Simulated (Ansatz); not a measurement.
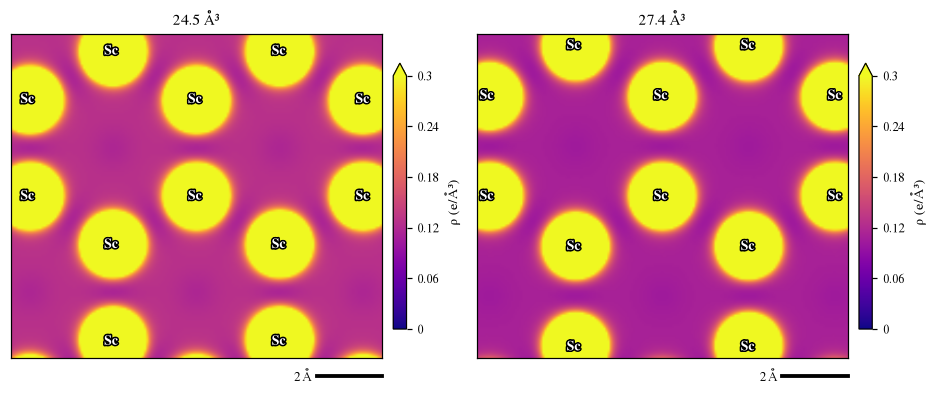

Sc. The valence pseudo-density of cells scaled evenly to different volumes (given per atom above each panel), on the (001) plane of each (indices in the axes of the cell below), at one length scale and on one colour scale.

A generated structure, not necessarily the stable one; the program warned that a starting moment wasn't kept; spin-polarised, but the moments vanished.

Theory: Ansatz, DFT, PBE, plane waves (420 eV) with PAW, scalar-relativistic.

In a PAW calculation such maps are meaningful between the atoms, not at the nuclei.

The largest cell:

```cif
data_structure
_symmetry_space_group_name_H-M 'P 1'
_symmetry_Int_Tables_number 1
_cell_length_a 5.3185
_cell_length_b 5.3185
_cell_length_c 3.3589
_cell_angle_alpha 90.000
_cell_angle_beta 90.000
_cell_angle_gamma 120.000
_cell_volume 82.28
loop_
_atom_site_label
_atom_site_type_symbol
_atom_site_fract_x
_atom_site_fract_y
_atom_site_fract_z
_atom_site_occupancy
Sc1 Sc 0.00000 0.00000 0.00000 1
Sc2 Sc 0.33333 0.66667 0.50000 1
Sc3 Sc 0.66667 0.33333 0.50000 1
```

| volume (Å³/atom) | Sc–Sc contact in the plane (Å) | ρ at its midpoint (e/Å³) | 
| --- | --- | --- |
| 24.49 | 2.957 | 0.115 | 
| 26.45 | 3.034 | ? | 
| 27.43 | 3.071 | 0.103 | 

What values belong in the row with question marks?

Answer. Over the known rows ln ρ falls by 0.97 per Å of Sc–Sc distance (the line through the two), which gives 0.107 e/Å³ at 3.034 Å; the calculation gives 0.107 e/Å³.
